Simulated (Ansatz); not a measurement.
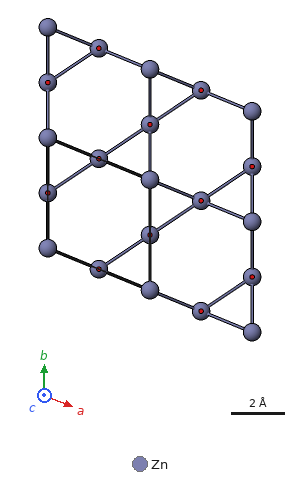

This is a relaxation of a crystal of Zn (built on the K_65 type) (coarse preliminary run). The starting structure is drawn; red arrows show the displacements (the part carried along by the change of the cell is left out), 5 times their true length.

A ball-and-stick model of the cell of the calculation, repeated 2 × 2 × 1 with one cell outlined, seen along the c axis.

Case: K type (Cmmm, No. 65).

Level of theory: DFT PBE, scalar-relativistic, plane waves, PAW in Ansatz.

Input file:
```yaml
crystal:
  lattice:
    - [2.3548518217, -3.5147801846, 0.0]
    - [2.3548518217, 3.5147801846, 0.0]
    - [0.0, 0.0, 5.3237085092]
  atoms:
    - { symbol: Zn, position: [0.5, 0.0, 0.25] }
    - { symbol: Zn, position: [0.0, 0.5, 0.75] }
    - { symbol: Zn, position: [0.0, 0.5, 0.25] }
    - { symbol: Zn, position: [0.5, 0.0, 0.75] }
    - { symbol: Zn, position: [0.0, 0.0, 0.0] }
basis:
  ecutwfc: 420
kpoints:
  mp_grid: { grid: [4, 4, 4] }
hamiltonian:
  xc: pbe
scf:
  occupations: { method: gaussian, width: 0.1 }
  lower_state_search: "off"
output:
  forces: true
  stress: true
  eigenvalues: true
relax:
  adjacent_minimum: "off"
  f_tol: 0.04
  max_steps: 70
  cell: { stress_tol: 0.4 }
```

Describe the change and its energy.

The largest moves relative to the cell, 0.22 Å, are those of Zn1, Zn2, Zn3 and Zn4. Zn1 goes along +c. Cell: a = b 4.231 → 3.877 Å (−8.4 %), c 5.324 → 6.004 Å (+12.8 %), γ 112.4° → 94.0°. Volume +2.1 %. Some distances before and after: Zn1–Zn3 3.515 → 2.836 Å, Zn1–Zn3 (another image) 2.355 → 2.643 Å, Zn1–Zn4 2.662 → 2.559 Å, Zn1–Zn5 2.499 → 2.593 Å. Among the angles between lasting bonds that change: Zn5–Zn1–Zn5 115.6° → 96.7°, Zn4–Zn1–Zn5 122.2° → 131.6°, Zn3–Zn1–Zn5 61.9° → 59.4°. The space group stays Cmmm (No. 65). After 8 accepted moves (10 points after the start) the energy has fallen by 208 meV per atom. The largest force component goes from 0.94 to 0.0064 eV/Å. The pressure goes from 8.91 to −0.18 GPa. At 2 points the geometry stayed and the basis and grid were re-selected for the new cell (energy shift of 3.1 meV per atom at most each time).

Limits of the set-up: the k-point mesh is coarse for a cell with partly filled bands.
